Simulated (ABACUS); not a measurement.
Band-structure run, with input and output: SiC (part 1 of 2)

SiC (P6₃mc, 8 atoms in the cell), computed with Kohn-Sham DFT of a periodic cell, PBEsol, GBRV ultrasoft 1.5 PBE, no spin polarisation (ABACUS 3.10.1).

The structure derives from a Materials Project entry. It belongs to a series of runs on one base structure; here: bands on the converged density.

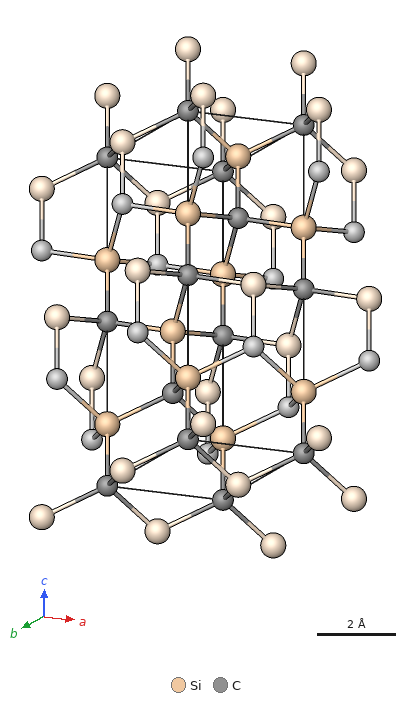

The structure as given in the input (ball-and-stick view of the cell of the calculation, seen at an oblique angle; neighbours outside the cell are drawn fainter). Near neighbours in the crystal (not all of them lie inside the picture): Si has 4 C at 1.88 to 1.89 Å; C has 4 Si at 1.88 to 1.89 Å.

**The input**
```
INPUT_PARAMETERS
suffix              SiC
calculation         nscf
basis_type          pw
pseudo_dir          ./
symmetry            -1
dft_functional      pbesol
ecutwfc             40.0
pseudo_rcut         10
nspin               1
nbands              26
ks_solver           dav
smearing_method     fd
smearing_sigma      0.00367493
scf_thr             1e-08
scf_nmax            100
mixing_type         broyden
mixing_beta         0.7
ecutrho             320.0
init_chg            file
pw_diag_thr         1e-07
out_band            1
kpar                4
```

**File STRU**
```
ATOMIC_SPECIES
Si 28.0850 si_pbe_v1.uspp.F.UPF
C 12.0110 c_pbe_v1.2.uspp.F.UPF

LATTICE_CONSTANT
1.8897261246

LATTICE_VECTORS
3.0756941497 0.0000000000 0.0000000000
-1.5378470748 2.6636292679 0.0000000000
0.0000000000 0.0000000000 10.0706464800

ATOMIC_POSITIONS
Cartesian

Si
0.0
4
0.0000000000 0.0000000000 1.8922178766 1 1 1
0.0000000000 0.0000000000 6.9275411166 1 1 1
-0.0000000001 1.7757528454 4.4093517947 1 1 1
1.5378470750 0.8878764225 9.4446750347 1 1 1

C
0.0
4
0.0000000000 0.0000000000 0.0046330009 1 1 1
0.0000000000 0.0000000000 5.0399562409 1 1 1
-0.0000000001 1.7757528454 2.5156735737 1 1 1
1.5378470750 0.8878764225 7.5509968137 1 1 1
```

**File KPT**
```
K_POINTS
12
Line
0.00000000 0.00000000 0.00000000 6 // G
0.50000000 0.00000000 0.00000000 6 // M
0.33333333 0.33333333 0.00000000 6 // K
0.00000000 0.00000000 0.00000000 6 // G
0.00000000 0.00000000 0.50000000 6 // A
0.50000000 0.00000000 0.50000000 6 // L
0.33333333 0.33333333 0.50000000 6 // H
0.00000000 0.00000000 0.50000000 1 // A
0.50000000 0.00000000 0.50000000 6 // L
0.50000000 0.00000000 0.00000000 1 // M
0.33333333 0.33333333 0.00000000 6 // K
0.33333333 0.33333333 0.50000000 1 // H
```

Run as:
```bash
OMP_NUM_THREADS=1 mpirun -np 4 abacus > log
```

**Log**
```
ABACUS v3.10.1

               Atomic-orbital Based Ab-initio Computation at UStc

 ------------------------------------------------------------------------------------

 READING GENERAL INFORMATION
                           global_out_dir = OUT.SiC/
                           global_in_card = INPUT
                               pseudo_dir = ./
                              orbital_dir =
                                    DSIZE = 4
                                    GSIZE = 1

 READING UNITCELL INFORMATION
                                    ntype = 2
                  lattice constant (Bohr) = 1.88973
              lattice constant (Angstrom) = 1

 READING ATOM TYPE 1
                               atom label = Si
                      L=0, number of zeta = 1
                      L=1, number of zeta = 1
                      L=2, number of zeta = 1
             number of atom for this type = 4

 READING ATOM TYPE 2
                               atom label = C
                      L=0, number of zeta = 1
                      L=1, number of zeta = 1
                      L=2, number of zeta = 1
             number of atom for this type = 4

                        TOTAL ATOM NUMBER = 8
CARTESIAN COORDINATES ( UNIT =       1.889726124600 Bohr ).
    atom                   x                   y                   z     mag                  vx                  vy                  vz
tauc_Si1            0.0000000000        0.0000000000        1.8922178766  0.0000        0.0000000000        0.0000000000        0.0000000000
tauc_Si2            0.0000000000        0.0000000000        6.9275411166  0.0000        0.0000000000        0.0000000000        0.0000000000
tauc_Si3           -0.0000000001        1.7757528454        4.4093517947  0.0000        0.0000000000        0.0000000000        0.0000000000
tauc_Si4            1.5378470750        0.8878764225        9.4446750347  0.0000        0.0000000000        0.0000000000        0.0000000000
tauc_C1            0.0000000000        0.0000000000        0.0046330009  0.0000        0.0000000000        0.0000000000        0.0000000000
tauc_C2            0.0000000000        0.0000000000        5.0399562409  0.0000        0.0000000000        0.0000000000        0.0000000000
tauc_C3           -0.0000000001        1.7757528454        2.5156735737  0.0000        0.0000000000        0.0000000000        0.0000000000
tauc_C4            1.5378470750        0.8878764225        7.5509968137  0.0000        0.0000000000        0.0000000000        0.0000000000

                          Volume (Bohr^3) = 556.764
                             Volume (A^3) = 82.5038

 Lattice vectors: (Cartesian coordinate: in unit of a_0)
             +3.07569                  +0                  +0
             -1.53785            +2.66363                  +0
                   +0                  +0            +10.0706
 Reciprocal vectors: (Cartesian coordinate: in unit of 2 pi/a_0)
             +0.32513           +0.187714                  -0
                   -0           +0.375428                  -0
                   +0                  -0          +0.0992985
 The esolver type has been set to : ksdft_pw

                PAO radial cut off (Bohr) = 10

 Read in pseudopotential file is si_pbe_v1.uspp.F.UPF
                     pseudopotential type = US
          exchange-correlation functional = PBE
                 nonlocal core correction = 1
                        valence electrons = 4
                                     lmax = 2
                           number of zeta = 2
                     number of projectors = 6
                           L of projector = 0
                           L of projector = 0
                           L of projector = 1
                           L of projector = 1
                           L of projector = 2
                           L of projector = 2
 XC functional updated to : pbesol
          exchange-correlation functional = PBESOL
                PAO radial cut off (Bohr) = 10

 Read in pseudopotential file is c_pbe_v1.2.uspp.F.UPF
                     pseudopotential type = US
          exchange-correlation functional = PBE
                 nonlocal core correction = 1
                        valence electrons = 4
                                     lmax = 1
                           number of zeta = 2
                     number of projectors = 4
                           L of projector = 0
                           L of projector = 0
                           L of projector = 1
                           L of projector = 1
 XC functional updated to : pbesol
          exchange-correlation functional = PBESOL
     initial pseudo atomic orbital number = 32

 SETUP THE ELECTRONS NUMBER
            electron number of element Si = 4
      total electron number of element Si = 16
             electron number of element C = 4
       total electron number of element C = 16
            AUTOSET number of electrons:  = 32
                           occupied bands = 16
                                   NBANDS = 26
                                   NLOCAL = 72

 SETUP THE PLANE WAVE BASIS
 energy cutoff for charge/potential (unit:Ry) = 160
            fft grid for charge/potential = [ 24, 24, 80 ]
                        fft grid division = [ 1, 1, 1 ]
        big fft grid for charge/potential = [ 36, 36, 120 ]
                                     nbxx = 155520
                                     nrxx = 46080

 SETUP PLANE WAVES FOR CHARGE/POTENTIAL
                    number of plane waves = 18983
                         number of sticks = 367

 PARALLEL PW FOR CHARGE/POTENTIAL
     PROC   COLUMNS(POT)             PW
        1            367          18983
 --------------- sum -------------------
        1            367          18983
                            number of |g| = 1025
                                  max |g| = 14.4704
                                  min |g| = 0

 energy cutoff for dense charge/potential (unit:Ry) = 320
      fft grid for dense charge/potential = [ 36, 36, 120 ]
                                     nrxx = 155520

 SETUP PLANE WAVES FOR dense CHARGE/POTENTIAL
                    number of plane waves = 53941
                         number of sticks = 745

 PARALLEL PW FOR dense CHARGE/POTENTIAL
     PROC   COLUMNS(POT)             PW
        1            745          53941
 --------------- sum -------------------
        1            745          53941
                            number of |g| = 2604
                                  max |g| = 28.9434
                                  min |g| = 0

----------- Double Check Mixing Parameters Begin ------------
mixing_type: broyden
mixing_beta: 0.7
mixing_gg0: 1
mixing_gg0_min: 0.1
mixing_ndim: 8
----------- Double Check Mixing Parameters End ------------

 SETUP K-POINTS
                                    nspin = 1
                                   nkstot = 57
K-POINTS DIRECT COORDINATES
 KPOINTS    DIRECT_X    DIRECT_Y    DIRECT_Z  WEIGHT
       1  0.00000000  0.00000000  0.00000000  1.0000
       2  0.08333333  0.00000000  0.00000000  1.0000
       3  0.16666667  0.00000000  0.00000000  1.0000
       4  0.25000000  0.00000000  0.00000000  1.0000
       5  0.33333333  0.00000000  0.00000000  1.0000
       6  0.41666667  0.00000000  0.00000000  1.0000
       7  0.50000000  0.00000000  0.00000000  1.0000
       8  0.47222222  0.05555555  0.00000000  1.0000
       9  0.44444444  0.11111111  0.00000000  1.0000
      10  0.41666666  0.16666666  0.00000000  1.0000
      11  0.38888889  0.22222222  0.00000000  1.0000
      12  0.36111111  0.27777778  0.00000000  1.0000
      13  0.33333333  0.33333333  0.00000000  1.0000
      14  0.27777778  0.27777778  0.00000000  1.0000
      15  0.22222222  0.22222222  0.00000000  1.0000
      16  0.16666666  0.16666666  0.00000000  1.0000
      17  0.11111111  0.11111111  0.00000000  1.0000
      18  0.05555555  0.05555555  0.00000000  1.0000
      19  0.00000000  0.00000000  0.00000000  1.0000
      20  0.00000000  0.00000000  0.08333333  1.0000
      21  0.00000000  0.00000000  0.16666667  1.0000
      22  0.00000000  0.00000000  0.25000000  1.0000
      23  0.00000000  0.00000000  0.33333333  1.0000
      24  0.00000000  0.00000000  0.41666667  1.0000
      25  0.00000000  0.00000000  0.50000000  1.0000
      26  0.08333333  0.00000000  0.50000000  1.0000
      27  0.16666667  0.00000000  0.50000000  1.0000
      28  0.25000000  0.00000000  0.50000000  1.0000
      29  0.33333333  0.00000000  0.50000000  1.0000
      30  0.41666667  0.00000000  0.50000000  1.0000
[... 27 further k points ...]

           k-point number in this process = 15
       minimum distributed K point number = 14

[... K-POINTS CARTESIAN COORDINATES: 15 rows ...]

[... K-POINTS DIRECT COORDINATES: 15 rows ...]

 SETUP PLANE WAVES FOR WAVE FUNCTIONS
     energy cutoff for wavefunc (unit:Ry) = 40
              fft grid for wave functions = [ 24, 24, 80 ]
                    number of plane waves = 3331
                         number of sticks = 121

 PARALLEL PW FOR WAVE FUNCTIONS
     PROC   COLUMNS(POT)             PW
        1            121           3331
 --------------- sum -------------------
        1            121           3331

 SETUP NONLOCAL PSEUDOPOTENTIALS IN PLANE WAVE BASIS
 Si non-local projectors:
 projector 1 L=0
 projector 2 L=0
 projector 3 L=1
 projector 4 L=1
 projector 5 L=2
 projector 6 L=2
 C non-local projectors:
 projector 1 L=0
 projector 2 L=0
 projector 3 L=1
 projector 4 L=1
      TOTAL NUMBER OF NONLOCAL PROJECTORS = 104

 Init Non-Local PseudoPotential table :
 Init Non-Local-Pseudopotential done.

                                     npwx = 2392

 Make real space PAO into reciprocal space.
       max mesh points in Pseudopotential = 717
     dq(describe PAO in reciprocal space) = 0.01
                                    max q = 763

 number of pseudo atomic orbitals for Si is 2
WARNING: norm of atomic wavefunction # 2 of atomic type Si is 0.999833, renormalized
```
